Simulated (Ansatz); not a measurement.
Run report: Zn15HS15 (charge −1), geometry relaxation (part 2 of 3)

The same run, continued: Zn15HS15 (defect cell, 31 atoms in the cell, total charge −1); DFT PBE, scalar-relativistic, plane waves, PAW, no spin polarisation (Ansatz 0.2.0); cutoff 420 eV, 2×2×2 k-mesh, Gaussian smearing of 0.01 eV. The structure derives from a Materials Project entry. It belongs to a series of runs on one base structure; here: H interstitial, charge -1, atoms relaxed at the host's cell.

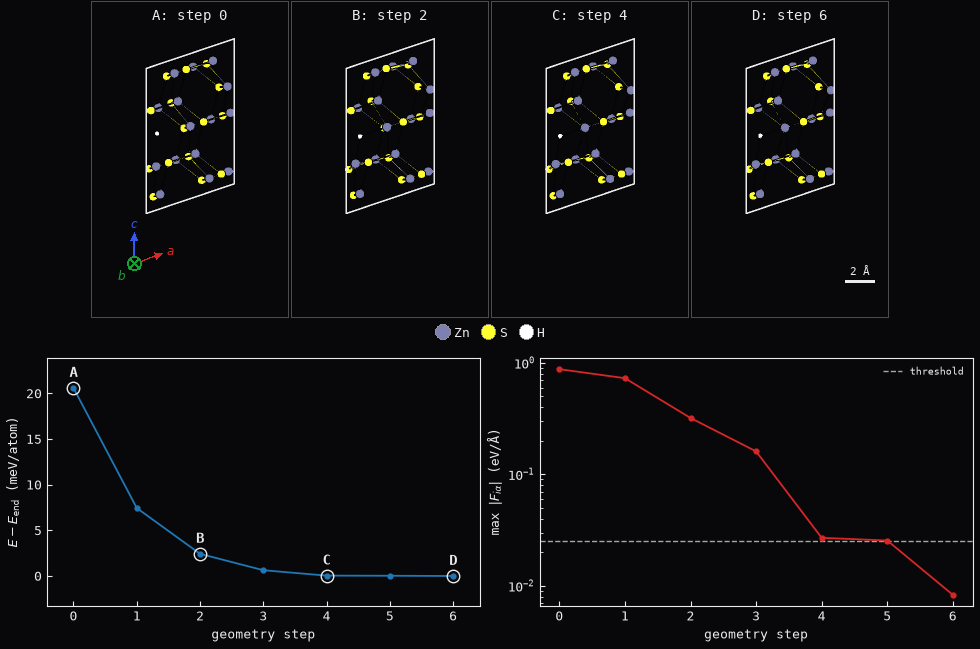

Fig. 1: Frames of the relaxation (ball-and-stick view of the cell of the calculation (origin shifted), along the b axis) above the curves, on which the letters mark them (the first geometry is step 0 here and step 1 in the log).

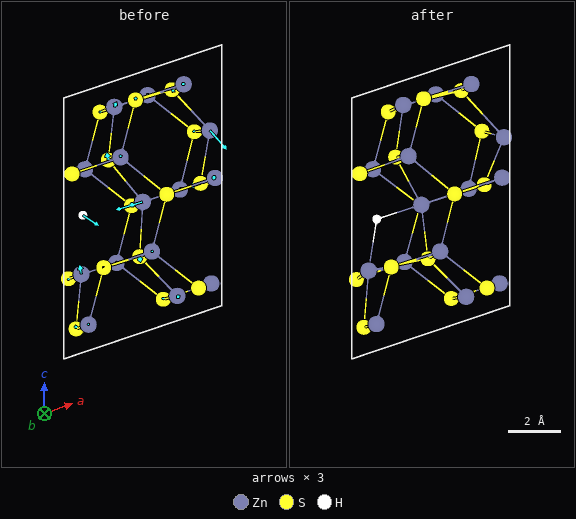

Fig. 2: Before (left) and after (right) the relaxation, at one scale (ball-and-stick view of the cell of the calculation (origin shifted), along the b axis). The teal arrows give the displacements, magnified 3 times. Over 6 geometry steps the energy falls by 20.6 meV per atom. Largest force component: 0.88 eV/Å at the start, 0.0083 eV/Å at the end. Zn15 moves most: 0.39 Å. By element the largest moves are Zn 0.39 Å, H 0.28 Å, S 0.18 Å. The cell doesn't change. Distances before and after: Zn15–H31 2.389 → 1.830 Å, Zn14–S17 2.394 → 2.703 Å, Zn11–H31 2.436 → 2.217 Å, Zn15–S20 2.375 → 2.586 Å. Among the angles that change: Zn14–S19–Zn15 100.9° → 79.3°, Zn11–S20–Zn14 103.2° → 87.0°, Zn11–S16–Zn15 104.8° → 90.0°. (Atoms are counted from 1 in the order of the input.)

```
SCF converged after 6 iterations
Free energy (F): -63348.151835 eV
Harris-Foulkes:  -63348.151835 eV  (|F-HF|=2.18e-11)
Internal energy: -63348.151835 eV  (E = F + TS)
E sigma→0 (E₀):  -63348.151835 eV
Fermi energy:    7.116051 eV
--- Per-component energies (eV) ---
  E_band       = 33.464381
  E_kinetic    = 3594.987778
  E_local      = -30926.722074  (includes V_loc(G=0)·N_el)
  E_nonlocal   = 9649.879820
  E_hartree    = 12936.139685
  E_xc         = -3530.756668
  E_vxc        = -2112.313946  (∫ρ·V_xc dr)
  E_paw        = -36433.765041  (= ΣΔE_a)
  E_vpaw       = -6044.648306  (= ΣTr[D̂ρ^β])
  E_aug_tail   = -0.006517  (compensation charges beyond the density's cutoff)
  E_ewald      = -18637.908818
  E_smearing   = -0.000000  (= −TS)
  E_closure    = -0.000000  (closes the sum)
  E_deformation_potential = -11.626280  (in the stress; not in F)
  Σ components = -63348.151835   (vs F -63348.151835, Δ=0.00e0)
--- Forces (eV/Å), atoms counted from 1 ---
  atom   1  Zn     0.00016795    -0.00024208    -0.00118934
  atom   2  Zn    -0.00000133    -0.00009336     0.00026924
  atom   3  Zn    -0.00043264     0.00062084    -0.00104953
  atom   4  Zn    -0.00040716    -0.00050880    -0.00178076
  atom   5  Zn    -0.00082677    -0.00094727     0.00049897
  atom   6  Zn    -0.00042269     0.00005271     0.00149992
  atom   7  Zn    -0.00132656     0.00144602     0.00091219
  atom   8  Zn     0.00009564     0.00060826     0.00099311
  atom   9  Zn    -0.00023303    -0.00069472     0.00282649
  atom  10  Zn     0.00030712    -0.00307522    -0.00099967
  atom  11  Zn    -0.00331448     0.00546460    -0.00276376
  atom  12  Zn    -0.00224147    -0.00168664    -0.00099439
  atom  13  Zn     0.00058529    -0.00048109    -0.00114284
  atom  14  Zn     0.00830717     0.00044755    -0.00409169
  atom  15  Zn    -0.00487070    -0.00047545    -0.00207519
  atom  16  S      0.00099639     0.00215021    -0.00141326
  atom  17  S     -0.00057132    -0.00066696     0.00056619
  atom  18  S      0.00385149     0.00142229     0.00090819
  atom  19  S     -0.00156391     0.00046159     0.00006387
  atom  20  S      0.00030239    -0.00522259     0.00534210
  atom  21  S      0.00096954     0.00304932     0.00086031
  atom  22  S     -0.00010400    -0.00131421    -0.00133289
  atom  23  S     -0.00011473    -0.00124450    -0.00123744
  atom  24  S     -0.00004284     0.00035781     0.00376833
  atom  25  S     -0.00140153    -0.00128140     0.00378586
  atom  26  S      0.00000464     0.00106215    -0.00049032
  atom  27  S      0.00068758    -0.00083878    -0.00186371
  atom  28  S     -0.00004014    -0.00126199    -0.00149477
  atom  29  S      0.00062814     0.00080984     0.00027739
  atom  30  S      0.00000649     0.00063176    -0.00128858
  atom  31  H      0.00101631     0.00146279     0.00264498
  max |Σ_I F_I| component: 1.27e-5 eV/Å
--- Charged-cell corrections in eV (Makov–Payne, q = -1.000 e, ε = [9.142, 9.142, 9.550]) ---
  F (periodic)     = -63348.151835  (uncorrected; the corrections below are reported, never added to it)
  E_corr1          = +0.249588  (monopole, q²α_M/2ε̄L, of the cell on which ε is isotropic)
  F Makov-Payne    = -63347.902248  (F + E_corr1; no measured alignment; for a localised charge, not one spread in a band: unchecked)
  no potential alignment in this run, which stands beside a crystal: run the host's input off ansatz write-host-input, and read the two finished runs by ansatz place-levels (neither reads a slab, a wire or a sheet, whose cell leaves a vacuum)
--- Band table (eV; the first three rows and the last of 8) ---
  k-point 0: bands = ["-7.4988", "-6.9095", "-6.8717", "-6.8572", "-6.7269", "-6.5289", "-6.5198", "-6.5097", "-6.4986", "-6.4484", "-6.4070", "-6.3486", "-6.3000", "-6.1306", "-6.0863", "-0.8819", "-0.8108", "-0.8095", "-0.8000", "-0.7512", "-0.7495", "-0.7370", "-0.7345", "-0.7309", "-0.7268", "-0.7233", "-0.7177", "-0.7032", "-0.6939", "-0.6916", "-0.6825", "-0.6732", "-0.6664", "-0.6564", "-0.6436", "-0.6333", "-0.6242", "-0.6034", "-0.5952", "-0.5780", "-0.5734", "-0.5624", "-0.5517", "-0.5326", "-0.5276", "-0.5180", "-0.5005", "-0.4992", "-0.4857", "-0.4583", "-0.4522", "-0.4357", "-0.4273", "-0.4103", "-0.3992", "-0.3962", "-0.3828", "-0.3758", "-0.3712", "-0.3611", "-0.3574", "-0.3449", "-0.3398", "-0.3353", "-0.3283", "-0.3251", "-0.3208", "-0.3148", "-0.2951", "-0.2634", "-0.2534", "-0.2277", "-0.2207", "-0.2077", "-0.1892", "-0.1714", "-0.1645", "-0.1558", "-0.1296", "-0.1190", "-0.0984", "-0.0599", "-0.0486", "-0.0148", "0.0324", "0.0525", "0.0841", "0.1036", "0.1290", "0.1648", "0.7122", "0.7225", "0.8872", "0.9958", "1.1645", "1.2743", "1.2860", "1.3202", "1.4685", "1.5276", "1.6480", "1.6792", "2.2501", "2.3864", "2.4741", "2.5355", "2.9700", "3.0160", "3.0263", "3.0453", "3.1177", "3.1206", "3.1870", "3.2657", "3.4028", "3.4156", "3.4790", "3.5364", "3.5941", "3.6263", "3.9579", "4.0080", "4.1995", "4.2809", "4.3601", "4.4069", "4.6669", "4.6888", "4.7879", "4.7923", "4.9632", "5.0248", "5.4719", "5.5564", "5.5961", "6.1866", "7.8444", "8.8083", "8.9269", "9.5721", "9.7914", "9.9877", "10.1444", "10.2018", "10.3386", "10.3787", "10.4211", "10.4511", "10.6184", "10.6440", "10.7412", "10.8047", "10.9213", "11.1106", "11.1676", "11.2601", "11.2651", "11.6415", "11.6570", "11.7033", "11.8805", "11.9143", "11.9339", "11.9739", "12.0905", "12.1330", "12.2672"]
  k-point 1: bands = ["-7.3276", "-7.2910", "-6.7928", "-6.7616", "-6.6454", "-6.5935", "-6.5538", "-6.4912", "-6.4879", "-6.4651", "-6.3990", "-6.3932", "-6.2488", "-6.1151", "-6.0662", "-0.8836", "-0.8095", "-0.8005", "-0.7898", "-0.7845", "-0.7700", "-0.7653", "-0.7487", "-0.7373", "-0.7288", "-0.7256", "-0.7159", "-0.7130", "-0.7060", "-0.6921", "-0.6834", "-0.6763", "-0.6686", "-0.6506", "-0.6460", "-0.6311", "-0.6214", "-0.6144", "-0.5922", "-0.5857", "-0.5545", "-0.5513", "-0.5391", "-0.5281", "-0.5107", "-0.4901", "-0.4822", "-0.4750", "-0.4584", "-0.4499", "-0.4378", "-0.4249", "-0.4070", "-0.4030", "-0.3968", "-0.3900", "-0.3793", "-0.3738", "-0.3651", "-0.3624", "-0.3549", "-0.3498", "-0.3439", "-0.3314", "-0.3250", "-0.3076", "-0.3021", "-0.2874", "-0.2819", "-0.2735", "-0.2679", "-0.2377", "-0.2339", "-0.2017", "-0.1956", "-0.1663", "-0.1559", "-0.1407", "-0.1221", "-0.0958", "-0.0828", "-0.0734", "-0.0491", "0.0078", "0.0396", "0.0729", "0.1012", "0.1163", "0.1495", "0.1806", "0.5766", "0.7103", "0.8426", "0.8785", "0.9400", "1.0276", "1.1588", "1.3942", "1.5425", "1.6612", "1.6793", "1.7434", "1.8348", "2.2444", "2.2568", "2.5324", "2.5892", "2.6646", "3.1863", "3.3145", "3.4216", "3.6278", "3.6504", "3.6875", "3.7084", "3.7299", "3.7582", "3.7661", "3.7848", "3.8144", "3.9822", "4.0219", "4.1026", "4.2323", "4.2578", "4.3522", "4.4215", "4.4393", "4.5250", "4.5996", "4.7079", "5.1578", "5.2333", "5.2762", "5.3240", "6.0526", "8.7448", "8.8433", "9.0364", "9.3787", "9.6894", "9.7587", "9.8539", "9.8927", "9.9674", "9.9783", "10.1806", "10.3580", "10.3817", "10.4577", "10.7781", "10.9103", "11.0253", "11.1786", "11.3031", "11.3418", "11.3907", "11.4209", "11.5408", "11.6455", "11.7541", "11.7874", "11.8958", "12.1868", "12.2637", "12.3757", "12.4247"]
  k-point 2: bands = ["-7.3707", "-7.2092", "-6.7977", "-6.7903", "-6.6717", "-6.6285", "-6.5557", "-6.5410", "-6.5119", "-6.4158", "-6.3907", "-6.2803", "-6.2698", "-6.1180", "-6.0814", "-0.9097", "-0.8185", "-0.8092", "-0.8067", "-0.7573", "-0.7533", "-0.7484", "-0.7452", "-0.7329", "-0.7276", "-0.7273", "-0.7177", "-0.7003", "-0.6984", "-0.6938", "-0.6830", "-0.6765", "-0.6675", "-0.6609", "-0.6458", "-0.6280", "-0.6240", "-0.6157", "-0.6025", "-0.5848", "-0.5737", "-0.5649", "-0.5575", "-0.5371", "-0.5309", "-0.5203", "-0.4808", "-0.4755", "-0.4483", "-0.4296", "-0.4148", "-0.4057", "-0.4020", "-0.3882", "-0.3866", "-0.3758", "-0.3748", "-0.3661", "-0.3634", "-0.3572", "-0.3524", "-0.3423", "-0.3383", "-0.3322", "-0.3297", "-0.3236", "-0.3094", "-0.2980", "-0.2727", "-0.2598", "-0.2473", "-0.2412", "-0.2185", "-0.1964", "-0.1887", "-0.1526", "-0.1326", "-0.1261", "-0.1143", "-0.0818", "-0.0660", "-0.0274", "-0.0038", "0.0171", "0.0489", "0.0648", "0.1124", "0.1207", "0.1396", "0.1722", "0.2521", "0.7135", "0.7304", "0.9538", "0.9668", "1.0017", "1.0182", "1.3141", "1.3689", "1.7848", "1.8225", "1.9763", "2.1608", "2.3911", "2.4242", "2.5166", "2.6038", "2.7146", "2.7312", "3.1127", "3.2369", "3.4927", "3.5203", "3.6290", "3.6406", "3.7247", "3.7675", "3.7844", "3.8474", "3.8667", "3.8922", "3.9867", "4.0981", "4.1089", "4.1472", "4.4325", "4.4527", "4.5356", "4.6093", "4.6865", "4.7192", "5.2164", "5.2172", "5.4118", "5.4807", "6.3877", "8.5708", "8.6254", "9.1338", "9.5179", "9.5845", "9.6825", "9.7441", "9.8288", "9.9188", "10.2063", "10.4398", "10.5585", "10.5948", "10.7074", "10.8609", "10.9892", "11.0318", "11.0992", "11.1301", "11.1635", "11.3602", "11.4026", "11.6426", "11.6717", "11.7486", "11.8475", "11.9346", "11.9932", "12.0475", "12.1108", "12.1617"]
  k-point 7: bands = ["-7.0389", "-7.0244", "-6.8065", "-6.7863", "-6.7814", "-6.7665", "-6.5999", "-6.5937", "-6.5865", "-6.4766", "-6.3895", "-6.3581", "-6.2523", "-6.2002", "-6.0950", "-0.9469", "-0.8124", "-0.7979", "-0.7868", "-0.7837", "-0.7719", "-0.7630", "-0.7463", "-0.7352", "-0.7281", "-0.7201", "-0.7165", "-0.7124", "-0.7052", "-0.6988", "-0.6872", "-0.6751", "-0.6697", "-0.6640", "-0.6538", "-0.6396", "-0.6270", "-0.6261", "-0.6200", "-0.6110", "-0.5890", "-0.5840", "-0.5732", "-0.5535", "-0.5477", "-0.5354", "-0.5096", "-0.5040", "-0.4860", "-0.4795", "-0.4562", "-0.4437", "-0.4139", "-0.4057", "-0.3940", "-0.3873", "-0.3741", "-0.3667", "-0.3634", "-0.3602", "-0.3573", "-0.3462", "-0.3408", "-0.3329", "-0.3293", "-0.3212", "-0.3194", "-0.3122", "-0.3082", "-0.2900", "-0.2644", "-0.2542", "-0.2503", "-0.2201", "-0.1974", "-0.1934", "-0.1564", "-0.1359", "-0.1197", "-0.1111", "-0.0852", "-0.0654", "-0.0408", "-0.0231", "0.0228", "0.0513", "0.0631", "0.0996", "0.1264", "0.1807", "0.5787", "0.6269", "0.9384", "0.9755", "1.0225", "1.1273", "1.2897", "1.3775", "1.4674", "1.9734", "2.0883", "2.3423", "2.3844", "2.5197", "2.5526", "2.5961", "2.6378", "2.6839", "2.9168", "2.9789", "3.3176", "3.3615", "3.4083", "3.6947", "3.7896", "3.8478", "3.8823", "3.9032", "4.0901", "4.1177", "4.1329", "4.1656", "4.2130", "4.2372", "4.2644", "4.3113", "4.3666", "4.4169", "4.4830", "4.5518", "4.5920", "4.7671", "4.8183", "4.9137", "4.9931", "5.9094", "8.9186", "9.1902", "9.2290", "9.3597", "9.4489", "9.5772", "9.6494", "9.6963", "9.8602", "10.0098", "10.0161", "10.0223", "10.2058", "10.3010", "10.3326", "10.4695", "10.7074", "10.8630", "10.9166", "10.9530", "11.2731", "11.3765", "11.4139", "11.5277", "11.6225", "11.8209", "11.9238", "12.0135", "12.0917", "12.3136", "12.4115"]
--- Relaxed structure (7 steps of the walk, 7 accepted, 0 SCFs on fresh bases) ---
  F+E_penalty+E_count = -63348.15183540 eV   max|allowed force component| = 8.307e-3 eV/Å
  atoms:
    - { symbol: Zn, position: [0.6019258820552404, 0.9968091788454793, 0.7997240751229968] }
    - { symbol: Zn, position: [0.7990950193456843, 1.009285468164629, 0.40114975935475217] }
    - { symbol: Zn, position: [0.19855161223795392, 1.0045039667416098, 0.60357837703226] }
    - { symbol: Zn, position: [0.40197851040481786, 0.9944580981496833, 0.2056258823516191] }
    - { symbol: Zn, position: [-0.0057813955021563945, 1.0057175648490448, 0.0023988873134701003] }
    - { symbol: Zn, position: [0.375554377077026, 0.6663844564666257, 0.8051856298026985] }
    - { symbol: Zn, position: [0.5740390355331441, 0.666516991920279, 0.4075339626633191] }
    - { symbol: Zn, position: [0.9782583011772161, 0.6663208654956858, 0.6005190664096417] }
    - { symbol: Zn, position: [0.17643420332822682, 0.669070494692355, 0.20164677334593747] }
    - { symbol: Zn, position: [0.7823908395683941, 0.6680833748275078, 0.002929656128694426] }
    - { symbol: Zn, position: [0.14892430482868013, 0.3335842645394254, 0.8189817869624723] }
    - { symbol: Zn, position: [0.3679888166234955, 0.32904672075492586, 0.40921273187411744] }
    - { symbol: Zn, position: [0.7661634745264781, 0.32873256027275266, 0.592364644357568] }
    - { symbol: Zn, position: [1.0052309349665085, 0.3462805340095641, 0.1550333062354844] }
    - { symbol: Zn, position: [0.482410089104921, 0.34331491536924347, 0.0031505237852686987] }
    - { symbol: S, position: [0.5244548109084143, 0.24234481499323765, 0.7873758709453469] }
    - { symbol: S, position: [0.734416442621684, 0.25544346219347525, 0.3891103624629791] }
    - { symbol: S, position: [0.1187722094966358, 0.25244230113411686, 0.6075152984411992] }
    - { symbol: S, position: [0.31963622364027955, 0.23826105133390607, 0.21900054242018996] }
    - { symbol: S, position: [0.8805277953336952, 0.24935520216086748, -0.0014974203197105993] }
    - { symbol: S, position: [0.07135940336704288, 0.5854050325365655, 0.8003888087497739] }
    - { symbol: S, position: [0.2727662486232109, 0.5819343950487406, 0.40182938344713764] }
    - { symbol: S, position: [0.6716801850971065, 0.5812750456086551, 0.6052092773791985] }
    - { symbol: S, position: [0.8658782762836482, 0.5910053989194779, 0.20689551595490677] }
    - { symbol: S, position: [0.475056065722822, 0.5894960349407977, 0.0036593779284711837] }
    - { symbol: S, position: [0.2921257389559806, 0.9159009753885856, 0.8032903248951687] }
    - { symbol: S, position: [0.49651615592325865, 0.9153076591036898, 0.406693997697102] }
    - { symbol: S, position: [0.8979389432757958, 0.9156969374092951, 0.5991875931002334] }
    - { symbol: S, position: [0.09314326938300682, 0.917772404810425, 0.2017683329819465] }
    - { symbol: S, position: [0.6931016351335301, 0.9158158733598402, 0.0017014835260530823] }
    - { symbol: H, position: [0.19995281615826063, 0.4037446508595135, 0.005818624649704256] }
```
